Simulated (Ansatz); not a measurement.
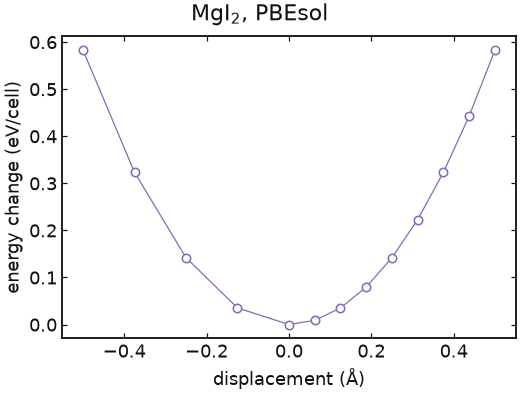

The figure shows the energy change against displacement for MgI₂, space group P-3m1 (No. 164).

Starting cell:
```
CELL_PARAMETERS angstrom
4.15370 0.00000 0.00000
-2.07685 3.59721 0.00000
0.00000 0.00000 6.86200
ATOMIC_POSITIONS crystal
Mg 0.00000 0.00000 0.00000
I 0.33333 0.66667 0.75763
I 0.66667 0.33333 0.24237
```

Method: all atoms of one element of a crystal moved along a line, all else fixed, by plane-wave density functional theory with PAW datasets, free energies less that of the undisturbed cell, pressure positive in compression; scalar-relativistic (Ansatz 0.2.0). Level: PBEsol, no spin polarisation.

- wave cutoff: 420 eV
- k mesh: 6×6×4
- occupations: Gaussian
- smearing width: 0.05 eV
- k shift: (0, 0, 0) (mesh steps)
- start: as given
- moved element: I
- direction: (−0.5065, −0.2924, 0.8112) (Cartesian unit vector)

The points at displacement −0.375, −0.125, 0.25 and 0.5 follow from computed ones by symmetry.

From this curve and the settings, what does the calculation give for the force along the direction (sum over moved atoms), pressure and gap on the k mesh at the same points?

The force along the direction (sum over moved atoms) falls from 2.40 eV/Å at displacement −0.5000 Å to −2.40 eV/Å at 0.5000 Å, and changes sign near 0.00 Å. The pressure goes from 1.850 GPa at displacement −0.5000 Å to 1.850 GPa at 0.5000 Å, not monotonically, with a low of −0.183 GPa at 0.0000 Å, and changes sign near −0.14 Å and 0.15 Å. The gap on the k mesh stays open and runs from 2.393 eV at displacement −0.5000 Å to 2.393 eV at 0.5000 Å, with its largest value, 3.463 eV, at 0.0000 Å.

| displacement (Å) | force along the direction (sum over moved atoms) (eV/Å) | pressure (GPa) | gap on the k mesh (eV) |
| --- | --- | --- | --- |
| −0.5000 | 2.40 | 1.850 | 2.393 |
| −0.3750 | 1.76 | 0.961 | 2.755 |
| −0.2500 | 1.15 | 0.325 | 3.077 |
| −0.1250 | 0.56 | −0.056 | 3.375 |
| 0.0000 | 0.00 | −0.183 | 3.463 |
| 0.0625 | −0.28 | −0.151 | 3.458 |
| 0.1250 | −0.56 | −0.056 | 3.375 |
| 0.1875 | −0.85 | 0.103 | 3.231 |
| 0.2500 | −1.15 | 0.325 | 3.077 |
| 0.3125 | −1.45 | 0.611 | 2.918 |
| 0.3750 | −1.76 | 0.961 | 2.755 |
| 0.4375 | −2.08 | 1.374 | 2.581 |
| 0.5000 | −2.40 | 1.850 | 2.393 |

Note: reference crystal is not relaxed.
